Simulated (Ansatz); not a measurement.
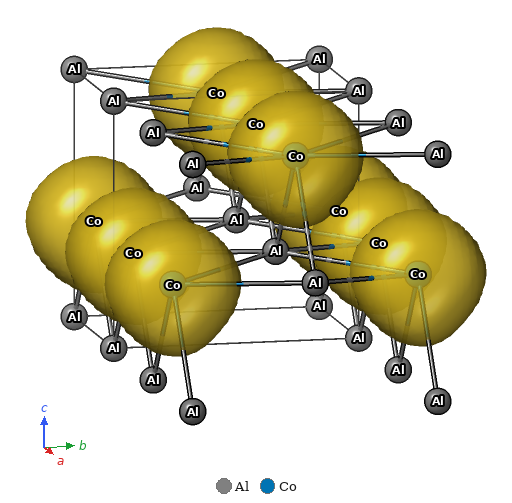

Figure. AlCo. Isosurface of the valence charge density (pseudo) at 0.4 e/Å³ (yellow), seen slightly off an axis. Sticks mark near contacts.

Space group Amm2; a structure from a database of computed crystals, not necessarily the ambient phase; changed on purpose from its base cell (atom 2 (Co) moved by (-0.200, +0.000) A along [1 1 0] and z); not relaxed (largest force 1.7 eV/Å); computed pressure about 4 GPa in this cell; computed without spin polarisation.

Theory: Ansatz 0.2.0, DFT PBEsol, scalar-relativistic, plane waves, PAW.

In a PAW calculation such maps are meaningful between the atoms, not at the nuclei.

### How is the density connected at this value?

At this value the density breaks into separate islands; it holds about 75 % of the electrons treated as valence (semicore included). It bridges none of the near contacts. It is pinched off along the sampled Al–Co (2.28 Å) and Al–Co (2.45 Å) contacts. On the grid the lowest density along these lines, outside the cores, is 0.34 e/Å³ (Al–Co, 2.28 Å) and 0.27 e/Å³ (Al–Co, 2.45 Å).
